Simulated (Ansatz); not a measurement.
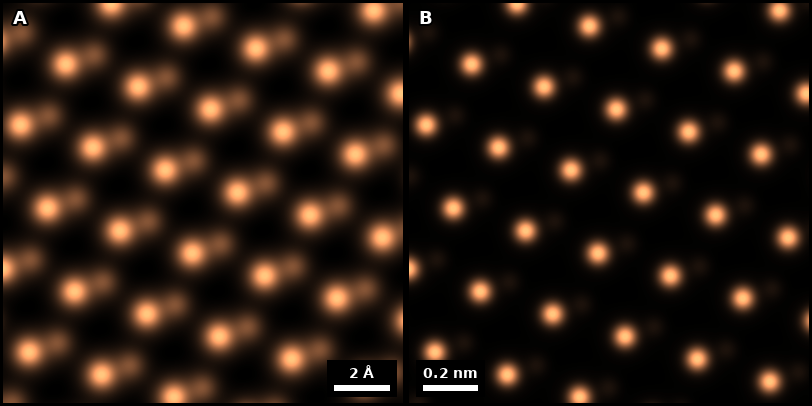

Two simulated images of the same area of GaN (F-43m, No. 216) along [110], with a probe of 0.63 Å. One is incoherent Z contrast (Z^1.7 per atom), the other the projected potential of neutral atoms blurred by the probe (iDPC-like, thin sample). Brightness is counted from the darkest point of the image. Atomic positions: the input geometry of a calculation.

> Which panel is which, and how can one tell?

B is the Z-contrast image and A the potential image. The columns of 1 N per repeat reach about 9 % of the brightest peak (1 Ga) in B but about 41 % in A, mainly since the potential grows much more slowly with atomic number.
